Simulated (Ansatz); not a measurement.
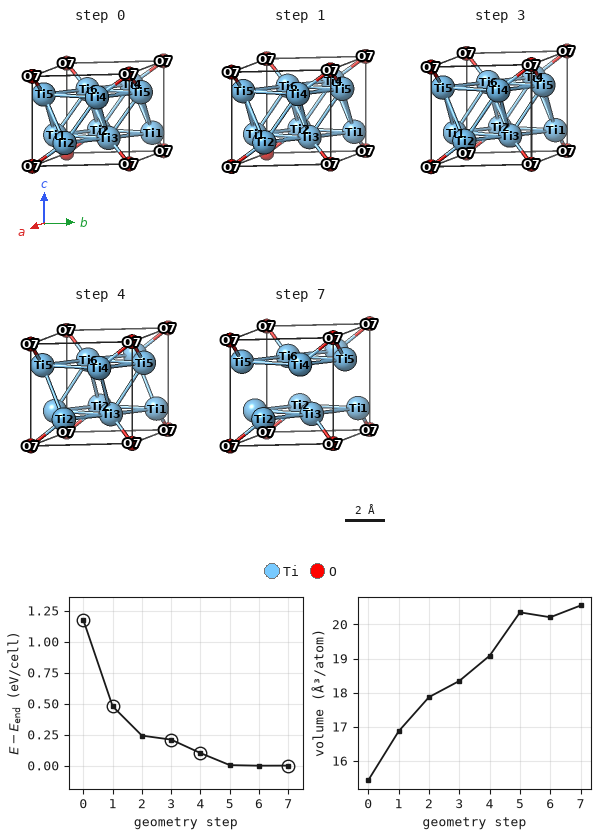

Frames of a relaxation of crystalline Ti6O (set up in P-31m) (coarse preliminary run), marked on the history of the run. The picture is a ball-and-stick view of the cell of the calculation, seen slightly off an axis.

These are results of DFT r2SCAN+U, scalar-relativistic, plane waves, PAW in Ansatz, not measurements. (plane-wave cutoff 500 eV; k-point mesh 6 × 6 × 4; occupations gaussian; smearing width 0.1 eV; U Ti 4.0 eV; collinear spin; cell and atoms relaxed; force threshold 0.05 eV/Å; at most 80 steps)

Q: Describe the path.

A: The run was cut off at its time limit before the relaxation converged, so the last structure is only a point on the way. The largest moves relative to the cell, 0.065 Å, are those of Ti1, Ti2, Ti3, Ti4, Ti5 and Ti6. Ti5 goes along [3 0 1]. O stays in place. Cell: a = b 5.130 → 5.454 Å (+6.3 %), c 4.740 → 5.586 Å (+17.8 %). Volume +33.2 %. Some distances before and after: Ti1–Ti5 2.925 → 3.440 Å, Ti1–Ti5 (another image) 2.925 → 3.365 Å, Ti1–Ti4 2.921 → 3.337 Å, Ti1–Ti4 (another image) 2.921 → 3.260 Å. Among the angles between lasting bonds that change: Ti1–O7–Ti2 90.7° → 86.0°, Ti1–O7–Ti4 89.3° → 94.0°. The space group stays P-31m (No. 162). The energy falls by 1.174 eV per cell of the calculation in 7 geometry steps. Largest force component: 0.39 eV/Å at the start, 0.026 eV/Å at the end. The pressure goes from 15.38 to −0.47 GPa. Cost: 4.5 min on 2 threads of Intel(R) Xeon(R) 6975P-C (Granite Rapids), on a shared host, peak memory 1 GiB. From step 0 to 1: Ti atoms move most (0.02 Å), volume +9.3 %, energy −0.696 eV per cell of the calculation. From step 1 to 3: Ti atoms move most (0.02 Å), volume +8.7 %, energy −0.269 eV per cell of the calculation. From step 3 to 4: Ti atoms move most (0.03 Å), volume +4.0 %, energy −0.108 eV per cell of the calculation. From step 4 to 7: Ti atoms move most (0.04 Å), volume +7.7 %, energy −0.101 eV per cell of the calculation.

```csv
step,"E − E(0), meV/atom","largest force component, eV/Å","pressure, GPa","volume, Å³/atom"
0,0.00,0.3906,15.38,15.433
1,-99.46,0.4114,6.12,16.866
2,-133.21,0.1066,1.70,17.869
3,-137.85,0.2014,0.36,18.342
4,-153.34,0.1381,1.31,19.081
5,-167.22,0.1015,0.03,20.353
6,-167.87,0.0670,0.38,20.209
7,-167.78,0.0257,-0.47,20.554
```
